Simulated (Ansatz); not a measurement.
Na

```xyz
3
Lattice="5.7370 0.0000 0.0000 -2.8685 4.9684 0.0000 0.0000 0.0000 3.3924" Properties=species:S:1:pos:R:3 pbc="T T T"
Na    0.0000    0.0000    0.0000
Na    0.0000    3.3123    1.6962
Na    2.8685    1.6561    1.6962
```

Space group P6/mmm; set up as Na, omega (AlB2-type); a generated structure, not necessarily the stable one; changed on purpose from its base cell (volume × 0.96); computed without spin polarisation.

Computed with Ansatz, DFT, LDA (PW92), plane waves (420 eV) with PAW, scalar-relativistic.

Predict the valence pseudo-density and electron localisation function between the atoms.

Na–Na (3.39 Å): ρ at the midpoint is about 0.05 e/Å³, with its minimum of 0.03 e/Å³ about 1.5 Å from Na; the ELF is about 0.30 at the midpoint; no localised pair shows between them.

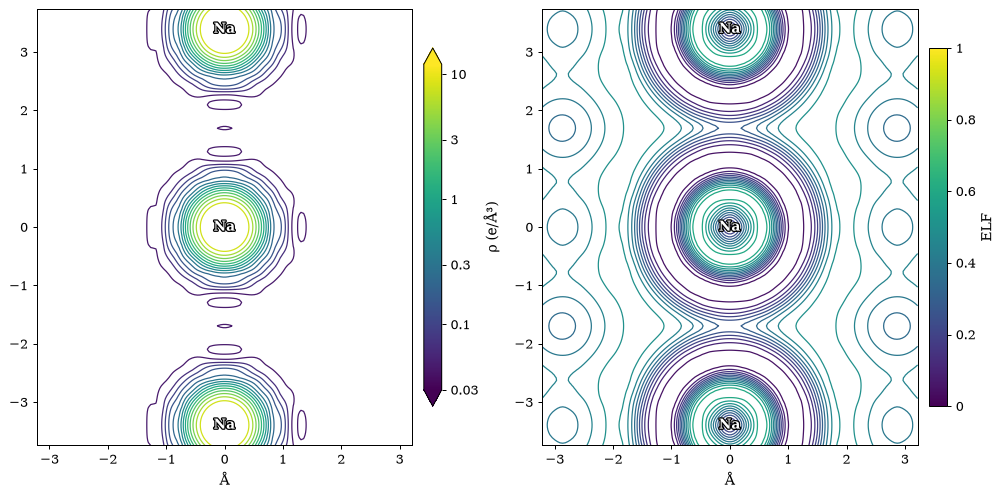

Computed valence pseudo-density and electron localisation function on the (100) plane of the conventional cell, in this order. 

In a PAW calculation such maps are meaningful between the atoms, not at the nuclei.
